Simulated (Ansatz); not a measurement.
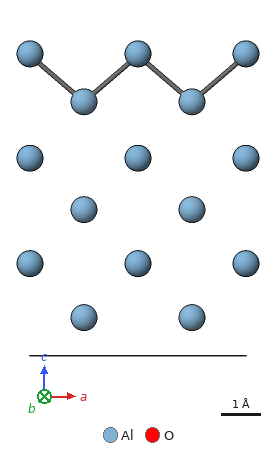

This is the input geometry for a constrained relaxation of a slab of composition Al6O (cut from the Fm-3m phase). Style: ball-and-stick. Shown: the 2 × 2 repeat of the cell, outlined in the plane, without the vacuum, along the b axis.

Case: O put at a bridge Al-Al site. The slab is the (1 1 0) face of Al with O on it. 3 atoms are held fixed.

The calculation used Ansatz 0.2.0, DFT PBEsol, scalar-relativistic, plane waves, PAW.

Input file:
```yaml
crystal:
  lattice:
    - [2.8394270062, 0.0, 0.0]
    - [0.0, 4.0155561815, 0.0]
    - [0.0, 0.0, 26.0985675155]
  atoms:
    - { symbol: Al, position: [0.5, 0.5, 0.3256883733] }
    - { symbol: Al, position: [0.0, 0.0, 0.3800865123] }
    - { symbol: Al, position: [0.5, 0.5, 0.4344846513] }
    - { symbol: Al, position: [0.0, 0.0, 0.4863154555] }
    - { symbol: Al, position: [0.5, 0.5, 0.5431153486] }
    - { symbol: Al, position: [0.0, 0.0, 0.5914115929] }
    - { symbol: O, position: [0.0, 0.5, 0.5898789418] }
basis:
  ecutwfc: 420
kpoints:
  mp_grid: { grid: [10, 7, 1] }
hamiltonian:
  xc: pbesol
scf:
  occupations: { method: gaussian, width: 0.1 }
output:
  forces: true
  eigenvalues: true
  write_density: true
  write_potential: true
  elf: true
  volumetric_format: npy
relax:
  adjacent_minimum: "off"
  f_tol: 0.03
  max_steps: 70
  constraints: [{ sites: [0, 1, 2] }]
efield:
  axis: 3
  dipole_correction: true
  ramp_width: 0.04
```

Command:
```bash
ansatz run input.yaml --threads 1 --pin off --max-ram 2560MiB --backend cpu --events-out ev --progress --plain --runs-dir out
```

Where does the constrained relaxation end?

Answer. Over 5 accepted moves (6 points after the start) the energy falls by 0.159 eV per cell of the calculation. Largest force component: 0.77 eV/Å at the start, 0.0079 eV/Å at the end. 1 step only repeated the SCF at the same geometry. Al6 moves most: 0.51 Å along the normal (+c). By element the largest moves are Al 0.51 Å, O 0.06 Å. The cell doesn't change. Some distances before and after: Al6–O7 2.008 → 2.069 Å. Among the angles between lasting bonds that change: O7–Al6–O7 177.7° → 152.1°, Al6–O7–Al6 177.7° → 152.1°, Al5–O7–Al6 90.7° → 99.1°. The run took 57 s on 1 thread of Intel(R) Xeon(R) 6975P-C (Granite Rapids) (shared host), peak memory 0.54 GiB.

Step by step:

| step | E − E(0), meV/atom | largest force component, eV/Å | note |
| --- | --- | --- | --- |
| 0 | 0.00 | 0.7657 |  |
| 1 | -10.13 | 0.5167 |  |
| 2 | -19.67 | 0.2276 |  |
| 3 | -21.95 | 0.2654 |  |
| 4 | -22.66 | 0.0909 |  |
| 5 | -22.72 | 0.0078 |  |
| 6 | -22.72 | 0.0079 | same geometry, SCF repeated |

The end point in the same view:

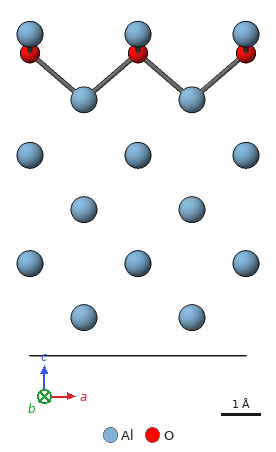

Limits of the set-up: the periodic images lie only 2.8 Å apart, so the values are limited by the cell's size.
